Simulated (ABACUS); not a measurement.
**Run report: P, band-structure run (part 1 of 2)**

P (Cmce, 4 atoms in the cell), computed with Kohn-Sham DFT of a periodic cell, r2SCAN, SG15 ONCV 1.2 PBE, no spin polarisation (ABACUS 3.10.1).

The structure derives from a Materials Project entry.

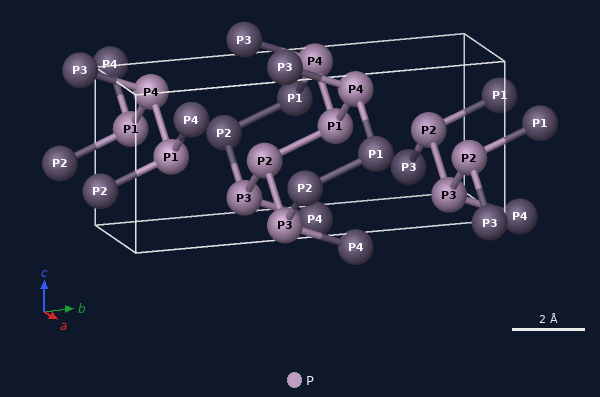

Figure 1. The structure as given in the input (ball-and-stick view of the cell 2 times as large as that of the calculation, set on its symmetry axes, seen slightly off an axis; neighbours outside the cell are drawn fainter; atoms are numbered from 1 in the order of the input). An atom can appear more than once, as a periodic image. Near neighbours in the periodic cell (some may lie outside the picture): P has 3 P at 2.20 to 2.25 Å.

Results in brief:

| quantity | value |
| --- | --- |
| outcome | converged |
| space group (tolerance 0.01 Å) | Cmce (64) |
| electrons treated | 20 |
| free energy | −718.1007 eV |
| Fermi energy | 6.921 eV |
| gap on the k-point mesh | 0.55 eV |
| pressure | 1.38 GPa |
| largest force (length of the vector) | 0.214 eV/Å |
| hardware | 4 threads of Intel Xeon @ 2.50GHz (Skylake/Cascade Lake), 32 GiB of memory available, shared host |
| wall time | 1.8 min (CPU time 7.3 min) |
| peak memory | 0.56 GiB |

Input:
```
INPUT_PARAMETERS
suffix              P
calculation         scf
basis_type          pw
pseudo_dir          ./
symmetry            1
dft_functional      MGGA_X_R2SCAN+MGGA_C_R2SCAN
ecutwfc             69
pseudo_rcut         7
nspin               1
nbands              20
ks_solver           dav
smearing_method     fd
smearing_sigma      0.00367493
scf_thr             1e-08
scf_nmax            100
mixing_type         broyden
mixing_beta         0.7
cal_force           1
cal_stress          1
mixing_tau          1
out_chg             1
kpar                4
```

File STRU:
```
ATOMIC_SPECIES
P 30.9738 P_ONCV_PBE-1.2.upf

LATTICE_CONSTANT
1.8897261246

LATTICE_VECTORS
1.6477431241 -5.4650377251 0.0000000000
1.6477431241 5.4650377251 0.0000000000
0.0000000000 0.0000000000 4.5436355900

ATOMIC_POSITIONS
Cartesian

P
0.0
4
1.6477431241 -4.4173149036 2.6753615623 1 1 1
1.6477431241 4.4173149036 1.8682740277 1 1 1
1.6477431241 -1.0477228215 0.4035437673 1 1 1
1.6477431241 1.0477228215 4.1400918227 1 1 1
```

File KPT:
```
K_POINTS
0
Gamma
5 5 4 0 0 0
```

Command:
```bash
OMP_NUM_THREADS=1 mpirun -np 4 abacus > log
```

Log:
```
ABACUS v3.10.1

               Atomic-orbital Based Ab-initio Computation at UStc

 ------------------------------------------------------------------------------------

 READING GENERAL INFORMATION
                           global_out_dir = OUT.P/
                           global_in_card = INPUT
                               pseudo_dir = ./
                              orbital_dir =
                                    DSIZE = 4
                                    GSIZE = 1

 READING UNITCELL INFORMATION
                                    ntype = 1
                  lattice constant (Bohr) = 1.88973
              lattice constant (Angstrom) = 1

 READING ATOM TYPE 1
                               atom label = P
                      L=0, number of zeta = 1
                      L=1, number of zeta = 1
                      L=2, number of zeta = 1
             number of atom for this type = 4

                        TOTAL ATOM NUMBER = 4
CARTESIAN COORDINATES ( UNIT =       1.889726124600 Bohr ).
    atom                   x                   y                   z     mag                  vx                  vy                  vz
tauc_P1            1.6477431241       -4.4173149036        2.6753615623  0.0000        0.0000000000        0.0000000000        0.0000000000
tauc_P2            1.6477431241        4.4173149036        1.8682740277  0.0000        0.0000000000        0.0000000000        0.0000000000
tauc_P3            1.6477431241       -1.0477228215        0.4035437673  0.0000        0.0000000000        0.0000000000        0.0000000000
tauc_P4            1.6477431241        1.0477228215        4.1400918227  0.0000        0.0000000000        0.0000000000        0.0000000000

                          Volume (Bohr^3) = 552.221
                             Volume (A^3) = 81.8306

 Lattice vectors: (Cartesian coordinate: in unit of a_0)
             +1.64774            -5.46504                  +0
             +1.64774            +5.46504                  +0
                   +0                  +0            +4.54364
 Reciprocal vectors: (Cartesian coordinate: in unit of 2 pi/a_0)
            +0.303445          -0.0914907                  +0
            +0.303445          +0.0914907                  -0
                   -0                  -0           +0.220088
 The esolver type has been set to : ksdft_pw

                PAO radial cut off (Bohr) = 7

 Read in pseudopotential file is P_ONCV_PBE-1.2.upf
                     pseudopotential type = NC
          exchange-correlation functional = PBE
                 nonlocal core correction = 0
                        valence electrons = 5
                                     lmax = 1
                           number of zeta = 0
                     number of projectors = 4
                           L of projector = 0
                           L of projector = 0
                           L of projector = 1
                           L of projector = 1
 XC functional updated to : MGGA_X_R2SCAN+MGGA_C_R2SCAN
          exchange-correlation functional = MGGA_X_R2SCAN+MGGA_C_R2SCAN
     initial pseudo atomic orbital number = 0

 SETUP THE ELECTRONS NUMBER
             electron number of element P = 5
       total electron number of element P = 20
            AUTOSET number of electrons:  = 20
                           occupied bands = 10
                                   NBANDS = 20
                                   NLOCAL = 36

 SETUP THE PLANE WAVE BASIS
 energy cutoff for charge/potential (unit:Ry) = 276
            fft grid for charge/potential = [ 60, 60, 45 ]
                        fft grid division = [ 1, 1, 1 ]
        big fft grid for charge/potential = [ 60, 60, 45 ]
                                     nbxx = 162000
                                     nrxx = 162000

 SETUP PLANE WAVES FOR CHARGE/POTENTIAL
                    number of plane waves = 42807
                         number of sticks = 1415

 PARALLEL PW FOR CHARGE/POTENTIAL
     PROC   COLUMNS(POT)             PW
        1           1415          42807
 --------------- sum -------------------
        1           1415          42807
                            number of |g| = 5860
                                  max |g| = 24.9639
                                  min |g| = 0

----------- Double Check Mixing Parameters Begin ------------
mixing_type: broyden
mixing_beta: 0.7
mixing_gg0: 1
mixing_gg0_min: 0.1
mixing_ndim: 8
----------- Double Check Mixing Parameters End ------------

 LATTICE VECTORS: (CARTESIAN COORDINATE: IN UNIT OF A0)
             +1.64774            -5.46504                  +0
             +1.64774            +5.46504                  +0
                   +0                  +0            +4.54364
                       right hand lattice = 1
                                   NORM_A = 5.70804
                                   NORM_B = 5.70804
                                   NORM_C = 4.54364
                           ALPHA (DEGREE) = 90
                           BETA  (DEGREE) = 90
                           GAMMA (DEGREE) = 146.443

 The lattice vectors have been changed (STRU_SIMPLE.cif)

(for optimal symmetric configuration:)
                             BRAVAIS TYPE = 11
                     BRAVAIS LATTICE NAME = 11. Orthorhombic C (base-centered)
                                    ibrav = 11
                                    IBRAV = 11
                                  BRAVAIS = BASE CENTERED ORTHORHOMBIC CELL
                       LATTICE CONSTANT A = 3.29549
                                B/A RATIO = 3.31668
                                C/A RATIO = 1.37875
Original cell was already a primitive cell.
                        ROTATION MATRICES = 8
              PURE POINT GROUP OPERATIONS = 4
                   SPACE GROUP OPERATIONS = 8
                                       C2 = 1
                                       C3 = 0
                                       C4 = 0
                                       C6 = 0
                                       S1 = 1
                                       S3 = 0
                                       S4 = 0
                                       S6 = 0
                              POINT GROUP = C_2h
                                       C2 = 3
                                       C3 = 0
                                       C4 = 0
                                       C6 = 0
                                       S1 = 3
                                       S3 = 0
                                       S4 = 0
                                       S6 = 0
               POINT GROUP IN SPACE GROUP = D_2h

 SETUP K-POINTS
                                    nspin = 1
                   Input type of k points = Monkhorst-Pack(Gamma)
                                   nkstot = 100
                       right hand lattice = 1
(for reciprocal lattice: )
                             BRAVAIS TYPE = 11
                     BRAVAIS LATTICE NAME = 11. Orthorhombic C (base-centered)
                                    ibrav = 11
                       right hand lattice = 1
(for k-lattice: )
                             BRAVAIS TYPE = 11
                     BRAVAIS LATTICE NAME = 11. Orthorhombic C (base-centered)
                                    ibrav = 11
                       right hand lattice = 1
                        ROTATION MATRICES = 8
                               nkstot_ibz = 27
K-POINTS REDUCTION ACCORDING TO SYMMETRY
     IBZ    DIRECT_X    DIRECT_Y    DIRECT_Z  WEIGHT  ibz2bz
       1  0.00000000  0.00000000  0.00000000  0.0100       0
       2  0.20000000  0.00000000  0.00000000  0.0400       1
       3  0.40000000  0.00000000  0.00000000  0.0400       2
       4  0.20000000  0.20000000  0.00000000  0.0200       6
       5  0.40000000  0.20000000  0.00000000  0.0400       7
       6 -0.20000000  0.40000000  0.00000000  0.0400       8
       7 -0.20000000  0.20000000  0.00000000  0.0200       9
       8  0.40000000  0.40000000  0.00000000  0.0200      12
       9 -0.40000000  0.40000000  0.00000000  0.0200      13
      10  0.00000000  0.00000000  0.25000000  0.0200      25
      11  0.20000000  0.00000000  0.25000000  0.0800      26
      12  0.40000000  0.00000000  0.25000000  0.0800      27
      13  0.20000000  0.20000000  0.25000000  0.0400      31
      14  0.40000000  0.20000000  0.25000000  0.0800      32
      15 -0.20000000  0.40000000  0.25000000  0.0800      33
      16 -0.20000000  0.20000000  0.25000000  0.0400      34
      17  0.40000000  0.40000000  0.25000000  0.0400      37
      18 -0.40000000  0.40000000  0.25000000  0.0400      38
      19  0.00000000  0.00000000  0.50000000  0.0100      50
      20  0.20000000  0.00000000  0.50000000  0.0400      51
      21  0.40000000  0.00000000  0.50000000  0.0400      52
      22  0.20000000  0.20000000  0.50000000  0.0200      56
      23  0.40000000  0.20000000  0.50000000  0.0400      57
      24 -0.20000000  0.40000000  0.50000000  0.0400      58
      25 -0.20000000  0.20000000  0.50000000  0.0200      59
      26  0.40000000  0.40000000  0.50000000  0.0200      62
      27 -0.40000000  0.40000000  0.50000000  0.0200      63

                               nkstot now = 27
[... K-POINTS DIRECT COORDINATES: 27 rows ...]

           k-point number in this process = 7
       minimum distributed K point number = 6
[... stars of the k points ...]

[... K-POINTS CARTESIAN COORDINATES: 7 rows ...]

[... K-POINTS DIRECT COORDINATES: 7 rows ...]

 SETUP PLANE WAVES FOR WAVE FUNCTIONS
     energy cutoff for wavefunc (unit:Ry) = 69
              fft grid for wave functions = [ 60, 60, 45 ]
                    number of plane waves = 6613
                         number of sticks = 409

 PARALLEL PW FOR WAVE FUNCTIONS
     PROC   COLUMNS(POT)             PW
        1            409           6613
 --------------- sum -------------------
        1            409           6613

 SETUP NONLOCAL PSEUDOPOTENTIALS IN PLANE WAVE BASIS
 P non-local projectors:
 projector 1 L=0
 projector 2 L=0
 projector 3 L=1
 projector 4 L=1
      TOTAL NUMBER OF NONLOCAL PROJECTORS = 32

 Init Non-Local PseudoPotential table :
 Init Non-Local-Pseudopotential done.

                                     npwx = 5362

 -------------------------------------------
 SELF-CONSISTENT
 -------------------------------------------
                                 init_chg = atomic

 PW ALGORITHM --------------- ION=   1  ELEC=   1--------------------------------

 Notice: Threshold on eigenvalues was too large.
 hsover_error=0.2 > DRHO=0.0583193
 Origin diag ethr = 0.01
 New diag ethr = 0.000291597

 Density error is 0.0590625792613
                          Error Threshold = 0.000291596588568
----------------------------------------------------------
     Energy           Rydberg                 eV
----------------------------------------------------------
 E_KohnSham     -52.7615072308       -717.8571334073
 E_Harris       -52.3902163614       -712.8054619681
 E_Fermi        0.4905997528         6.6749520751
----------------------------------------------------------

 PW ALGORITHM --------------- ION=   1  ELEC=   2--------------------------------

 Density error is 0.00600750488187
                          Error Threshold = 0.000295312896306
----------------------------------------------------------
     Energy           Rydberg                 eV
```
